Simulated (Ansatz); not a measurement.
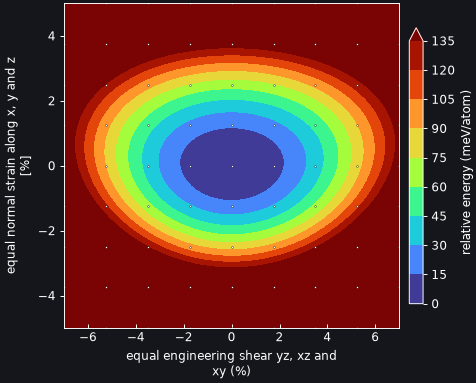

Ru (Fm-3m, No. 225; 1 atom in the cell). The energy is mapped over two homogeneous strains (x, y and z along the cube axes). Coordinates scanned: (1) equal engineering shear yz, xz and xy; (2) equal normal strain along x, y and z. Nothing is relaxed (symmetry fixes all fractional coordinates). The grid has 9 × 9 points. Points are written as (first, second). Energies are in meV/atom, from the lowest grid point. These are results of Ansatz 0.2.0, DFT PBE, scalar-relativistic, plane waves, PAW, not measurements. Settings: cutoff 420 eV, k-mesh 20×20×20, gaussian smearing 0.15 eV, no spin polarisation.

In the figure: filled contours, dots at the grid points, one colour for all values above the top of the scale. Between grid points the surface is interpolated.

> Where is the minimum, and how stiff is the crystal against these two strains (in GPa)?

The interpolated minimum is at 0.0 % and 0.0 %. Divided by the cell volume of 13.8 Å³, the second derivatives of the energy there are about 730 GPa along the first strain and 2800 GPa along the second, with a cross term of about 0 GPa (clamped ions). Round the minimum the two coordinates are nearly uncoupled.
